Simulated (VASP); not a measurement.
# Nb: surface energy and work function by face, part 3 of 6

Aim: compare the low-index faces of Nb at one level of theory.

VASP 6.6.1; PBE; plane waves and PAW (Nb_pv).

So far. Step 3 (The bulk reference, job self-consistent run, k-mesh …): The run ends at a pressure of -0.38 GPa. Step 4 (Relaxing the slab, 7 atoms, face Nb(110)): The run ended after 8 ionic steps, 0.034 eV below its first step, once the forces on the free atoms met EDIFFG = -0.03.

## Step 5: Potential and states of the slab, 7 atoms, face Nb(110)

A static run writes the electrostatic potential without exchange and correlation (LVHAR), which is flat in the vacuum and gives the level to count from. The dipole correction cancels the field that unlike faces would set up across the vacuum.

Contents of INCAR:

```
SYSTEM = Nb
PREC = Normal
ENCUT = 320
EDIFF = 1E-06
NELM = 120
ISMEAR = 1
SIGMA = 0.15
LREAL = .FALSE.
ALGO = Fast
GGA = PE
NBANDS = 47
LASPH = .TRUE.
LORBIT = 11
LWAVE = .FALSE.
LCHARG = .TRUE.
KPAR = 4
IDIPOL = 3
LDIPOL = .TRUE.
DIPOL = 0.5 0.5 0.5
LVHAR = .TRUE.
LVACPOTAV = .TRUE.
NEDOS = 1500
```

Contents of POSCAR:

```
Nb
1.0
    3.3208006326      0.0000000000      0.0000000000
    1.6604003163      2.3481606463      0.0000000000
    0.0000000000      0.0000000000     29.0889638777
Nb
7
Direct
    0.0000000000      0.0000000000      0.2598075424
    0.5000000000      0.0000000000      0.3375522640
    0.0000000000      0.0000000000      0.4188345953
    0.5000000000      0.0000000000      0.5000000000
    0.0000000000      0.0000000000      0.5811654047
    0.5000000000      0.0000000000      0.6624477360
    0.0000000000      0.0000000000      0.7401924576
```

Contents of KPOINTS:

```
Automatic mesh
0
Gamma
13 13 1
0 0 0
```

PAW data sets: Nb_pv (PBE family, release 64).

The run is started by

```console
$ mpirun -np 4 vasp_std
```

The log of the run:

```text
[... set-up lines as in an earlier step ...]
 entering main loop
       N       E                     dE             d eps       ncg     rms          rms(c)
DAV:   1     0.769819584284E+03    0.76982E+03   -0.32765E+04  5814   0.115E+03
DAV:   2    -0.138422397530E+02   -0.78366E+03   -0.76408E+03  4966   0.643E+02
DAV:   3    -0.703413686803E+02   -0.56499E+02   -0.52702E+02  7548   0.138E+02
DAV:   4    -0.745727496000E+02   -0.42314E+01   -0.39390E+01  7092   0.367E+01
DAV:   5    -0.748514900547E+02   -0.27874E+00   -0.26812E+00  7796   0.779E+00    0.448E+01
RMM:   6    -0.116691670346E+03   -0.41840E+02   -0.11977E+02  6863   0.443E+01    0.258E+01
RMM:   7    -0.121093503816E+03   -0.44018E+01   -0.11042E+02  6799   0.628E+01    0.244E+01
RMM:   8    -0.763229165267E+02    0.44771E+02   -0.82002E+00  5367   0.278E+01    0.127E+01
RMM:   9    -0.703165488113E+02    0.60064E+01   -0.49404E+00  5980   0.134E+01    0.969E+00
RMM:  10    -0.705991801715E+02   -0.28263E+00   -0.26145E+00  6558   0.768E+00    0.809E+00
RMM:  11    -0.707693544587E+02   -0.17017E+00   -0.10995E+00  7445   0.300E+00    0.836E+00
RMM:  12    -0.709863670714E+02   -0.21701E+00   -0.53277E-01  7561   0.193E+00    0.856E+00
RMM:  13    -0.710062356595E+02   -0.19869E-01   -0.32080E-01  8002   0.109E+00    0.865E+00
RMM:  14    -0.703220403840E+02    0.68420E+00   -0.10649E-01  6666   0.135E+00    0.772E+00
RMM:  15    -0.688503020951E+02    0.14717E+01   -0.17625E+00  8189   0.479E+00    0.388E+00
RMM:  16    -0.691023817540E+02   -0.25208E+00   -0.23092E+00  7982   0.364E+00    0.403E+00
RMM:  17    -0.687876885113E+02    0.31469E+00   -0.32687E-01  7085   0.211E+00    0.306E+00
RMM:  18    -0.688476529049E+02   -0.59964E-01   -0.87171E-02  6933   0.121E+00    0.334E+00
RMM:  19    -0.689773697428E+02   -0.12972E+00   -0.32408E-01  7683   0.177E+00    0.417E+00
RMM:  20    -0.693734315750E+02   -0.39606E+00   -0.38650E-01  7927   0.207E+00    0.578E+00
RMM:  21    -0.694296183646E+02   -0.56187E-01   -0.12732E-01  7899   0.895E-01    0.605E+00
RMM:  22    -0.695146376006E+02   -0.85019E-01   -0.95448E-02  7180   0.632E-01    0.632E+00
RMM:  23    -0.694018511672E+02    0.11279E+00   -0.44335E-02  6958   0.606E-01    0.602E+00
RMM:  24    -0.691938034531E+02    0.20805E+00   -0.44623E-02  7748   0.976E-01    0.538E+00
RMM:  25    -0.690738117170E+02    0.11999E+00   -0.29471E-02  7446   0.679E-01    0.488E+00
RMM:  26    -0.689611097110E+02    0.11270E+00   -0.31884E-02  7751   0.810E-01    0.430E+00
RMM:  27    -0.688122338407E+02    0.14888E+00   -0.84093E-02  8346   0.127E+00    0.335E+00
RMM:  28    -0.687026136909E+02    0.10962E+00   -0.99819E-02  8248   0.118E+00    0.239E+00
RMM:  29    -0.686474541979E+02    0.55159E-01   -0.97572E-02  8157   0.109E+00    0.155E+00
RMM:  30    -0.686069147024E+02    0.40539E-01   -0.27849E-01  8888   0.234E+00    0.618E-01
[...]
RMM:  46    -0.686066136071E+02    0.27612E-04   -0.10779E-04  7421   0.495E-02    0.678E-02
RMM:  47    -0.686066107476E+02    0.28595E-05   -0.56281E-05  5802   0.191E-02    0.565E-02
RMM:  48    -0.686066140423E+02   -0.32946E-05   -0.67305E-05  6507   0.284E-02    0.478E-02
RMM:  49    -0.686066178420E+02   -0.37997E-05   -0.55553E-05  7116   0.330E-02    0.377E-02
RMM:  50    -0.686066350867E+02   -0.17245E-04   -0.43430E-05  6658   0.273E-02    0.331E-02
RMM:  51    -0.686066196101E+02    0.15477E-04   -0.14714E-05  4605   0.142E-02    0.218E-02
RMM:  52    -0.686066187981E+02    0.81200E-06   -0.10646E-05  3813   0.113E-02    0.186E-02
RMM:  53    -0.686066172963E+02    0.15019E-05   -0.57157E-06  3605   0.107E-02    0.166E-02
RMM:  54    -0.686066158896E+02    0.14067E-05   -0.68371E-06  3849   0.896E-03    0.152E-02
RMM:  55    -0.686066139351E+02    0.19545E-05   -0.36856E-06  3612   0.100E-02    0.120E-02
RMM:  56    -0.686066121104E+02    0.18247E-05   -0.75414E-06  4654   0.112E-02    0.374E-03
RMM:  57    -0.686066123948E+02   -0.28433E-06   -0.28781E-06  3676   0.912E-03
 -----------------------------------------------------------------------------
|                                                                             |
|           W    W    AA    RRRRR   N    N  II  N    N   GGGG   !!!           |
|           W    W   A  A   R    R  NN   N  II  NN   N  G    G  !!!           |
|           W    W  A    A  R    R  N N  N  II  N N  N  G       !!!           |
|           W WW W  AAAAAA  RRRRR   N  N N  II  N  N N  G  GGG   !            |
|           WW  WW  A    A  R   R   N   NN  II  N   NN  G    G                |
|           W    W  A    A  R    R  N    N  II  N    N   GGGG   !!!           |
|                                                                             |
|     Did not find any points to average over, which means that no vacuum     |
|     field-free region was found. Please increase the size of  your cell     |
|     in the dimension of the dipole correction to obtain accurate            |
|     workfunction values.                                                    |
|                                                                             |
 -----------------------------------------------------------------------------

   1 F= -.68606612E+02 E0= -.68605787E+02  d E =-.247682E-02
```

The job ended after 5.1 min (4 MPI ranks of Intel Xeon Platinum 8488C (Sapphire Rapids), shared host; peak memory 1.2 GiB).

From OUTCAR (step 5):

```text
   NELECT =      77.0000    total number of electrons

 dipolmoment           0.000000      0.000000      0.000000 electrons x Angstroem

 E-fermi :   0.9188

 k-point     1 :       0.0000    0.0000    0.0000
  band No.  band energies     occupation
    ...
     32       0.0869      2.00000
     33       0.5136      2.00090
     34       0.5266      2.00137
     35       0.5560      2.00331
     36       0.8960      1.25363
     37       1.0077      0.16625
     38       1.0541     -0.02349
     39       1.1532     -0.04956
     40       1.2047     -0.02139
     41       1.3887     -0.00009
    ...

  Total       -2.9335083     -3.9583511     -1.1091582     -0.0000000      0.0000000      0.0000000
  in kB      -20.7204436    -27.9592830     -7.8343905     -0.0000000      0.0000000      0.0000000
  external PRESSURE =     -18.8380390 kB  Pullay stress =       0.0000000 kB

 POSITION                                       TOTAL-FORCE (eV/Angst)
 -----------------------------------------------------------------------------------
      0.00000      0.00000      7.55753         0.000000      0.000000      0.025539
      1.66040      0.00000      9.81905        -0.000000      0.000000      0.025335
      0.00000      0.00000     12.18346         0.000000      0.000000      0.023340
      1.66040      0.00000     14.54448         0.000000      0.000000      0.000000
      0.00000      0.00000     16.90550         0.000000     -0.000000     -0.023340
      1.66040      0.00000     19.26992         0.000000      0.000000     -0.025335
      0.00000      0.00000     21.53143         0.000000      0.000000     -0.025539
 -----------------------------------------------------------------------------------
    total drift:                                0.000000     -0.000000      0.000000

  FREE ENERGIE OF THE ION-ELECTRON SYSTEM (eV)
  ---------------------------------------------------
  free  energy   TOTEN  =       -68.6066123948 eV

  energy  without entropy=      -68.6041355750  energy(sigma->0) =      -68.60578679

 vacuum level on the upper side and lower side of the slab         5.438         5.438

[... 7 parts as in an earlier step ...]

[... 10 further parts left out ...]
```

This step gave:

```
electronic cycles                          : 57
Fermi energy                               : 0.9188 eV
dipole moment                              : 0, 0, 0 e·Å
vacuum levels                              : 5.438, 5.438 eV
work functions of the upper and lower face : 4.519, 4.519 eV
```

The planar average of the electrostatic potential oscillates, so the rows of the table below give means over windows of 2.39 Å about each position, cut where the curve ends. Its maxima inside the range that stand out by 2 % of the span (Å: eV): 8.6: -1.71, 11.0: -0.869, 13.4: -0.923, 15.7: -0.923, 18.1: -0.869, 20.5: -1.71. Its minima: 7.5: -8.44, 9.8: -8.27, 12.2: -8.23, 14.5: -8.26, 16.9: -8.23, 19.3: -8.27, 21.6: -8.44.

Zero at the Fermi level. The planar average of the electrostatic potential by height; means over each step:

| height (Å) | planar average of the electrostatic potential (eV) |
| --- | --- |
| 1.20 | 4.52 |
| 3.58 | 4.50 |
| 5.97 | 1.09 |
| 8.36 | -5.34 |
| 10.75 | -4.84 |
| 13.14 | -4.84 |
| 15.53 | -4.84 |
| 17.92 | -4.83 |
| 20.31 | -5.34 |
| 22.70 | -1.02 |
| 25.09 | 4.47 |
| 27.48 | 4.52 |

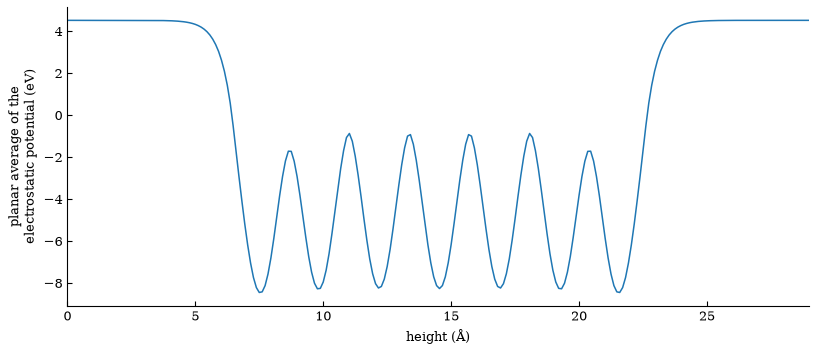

Planar average of the electrostatic potential, plotted against height.

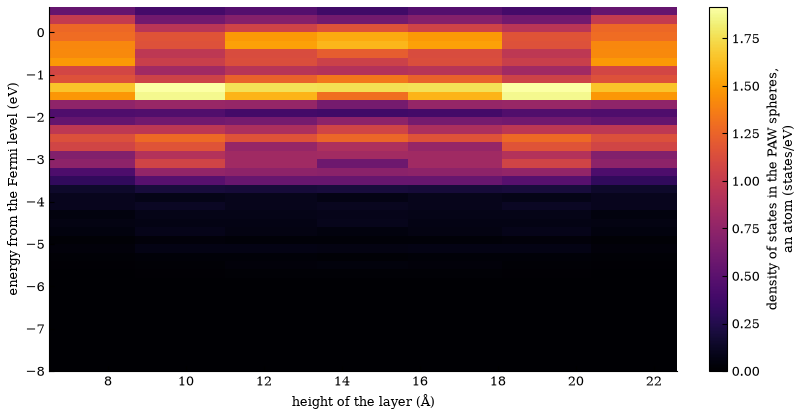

Density of states in the PAW spheres, an atom over height of the layer and energy from the Fermi level.

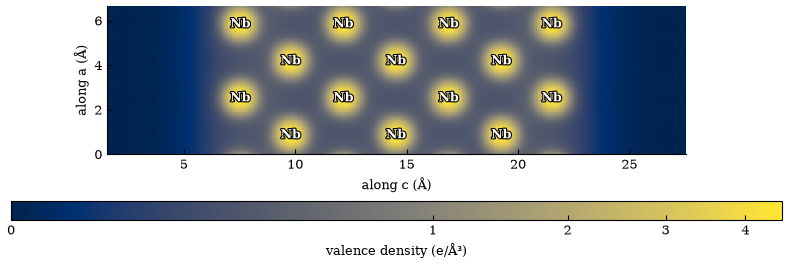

Valence density in the ca plane at fractional y = 0.000, with atoms of Nb within 0.2 Å of it. It is the smooth field of the valence electrons, not physical close to the nuclei. The map starts off the cell's origin, so that atoms lie inside it. The colour scale is stretched toward low values. The far vacuum is left out of the map.

The map of layer states is cut here 0.5 eV above the Fermi level, so it leaves out the states above that.

The vacuum level lies 4.52 eV above the Fermi level at the upper face; both faces agree, as the slab has next to no dipole.

The program found no field-free point at its default tolerance, but its printed level agrees with the flat part of the planar average.

On this mesh the fine structure of the density of states is sampling noise, and high empty states may be cut by the number of bands.

(Continued in part 4 of 6.)

[Lines on the potential files, build, host, timing and source positions are cut from VASP's logs without a mark.]

[Logs are printed without paths, hosts, clocks, repeated set-up lines and the standing remarks that a program may print on its own settings, such as how far it seeks lower states.]

[Hosts, paths, dates, database ids (printed as entryN), source tags and the programs' standing remarks are cut or masked in the printed files.]

[Runs that stopped without an error message from VASP are left out.]
